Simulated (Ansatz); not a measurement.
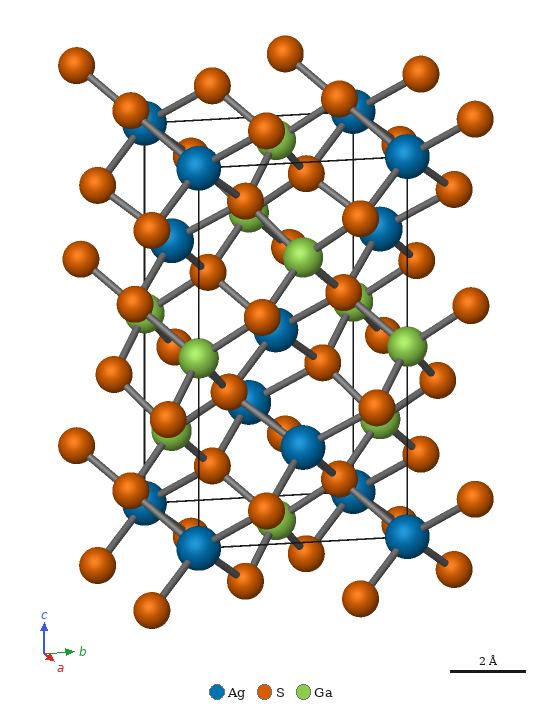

Shown here is a ball-and-stick view of the crystal, taken slightly off an axis. One conventional unit cell is framed, with atoms on its boundary repeated. Bonded atoms from the next cells complete the picture.

GaAgS₂, chalcopyrite, space group I-42d (No. 122), a = 5.756 Å, b = 5.756 Å, c = 10.393 Å, α = 90.00°, β = 90.00°, γ = 90.00°. It goes back to a structure type filled with these elements by a generator (whether the compound takes this form wasn't checked). Earlier steps of the study may have refined or changed the cell and positions. A calculation with Ansatz used it as input.

This one geometry was computed with Ansatz (DFT, plane waves, PAW) at six levels of theory: dielectric-dependent PBE0 (fraction 1/eps_inf of PBE), PBE, PBE with spin-orbit coupling, HSE06, PBE0 and LDA. It was relaxed beforehand with r2SCAN.

**Which level gives the highest pressure at this volume, and what does that say about its equilibrium volume?**

Highest: PBE (2.0 GPa) and PBE with spin-orbit coupling (2.0 GPa), which points to the largest equilibrium volume. Lowest, with the smallest volume: LDA (-3.9 GPa). Levels within 0.5 GPa of each other can't be told apart.

**How does the band gap change with the level of theory?**

LDA: a gap of 0.87 eV, direct; PBE with spin-orbit coupling: a gap of 1.08 eV, direct; PBE: a gap of 1.09 eV, direct; dielectric-dependent PBE0 (fraction 1/eps_inf of PBE): a gap of 2.10 eV, direct; HSE06: a gap of 2.25 eV, direct; PBE0: a gap of 2.91 eV, direct.

**Collect the results in a table.**

| level | cutoff (eV) | k-mesh of the run's cell | gap (eV) | pressure (GPa) |
| --- | --- | --- | --- | --- |
| dielectric-dependent PBE0 (fraction 1/eps_inf of PBE) | 420 | 4×4×4 | 2.10 | 1.2 |
| PBE | 420 | 6×6×6 | 1.09 | 2.0 |
| PBE with spin-orbit coupling | 420 | 6×6×6 | 1.08 | 2.0 |
| HSE06 | 420 | 4×4×4 | 2.25 | 0.7 |
| PBE0 | 420 | 4×4×4 | 2.91 | 0.5 |
| LDA | 420 | 6×6×6 | 0.87 | -3.9 |

Gaps are taken on the k-mesh or band path of each run.
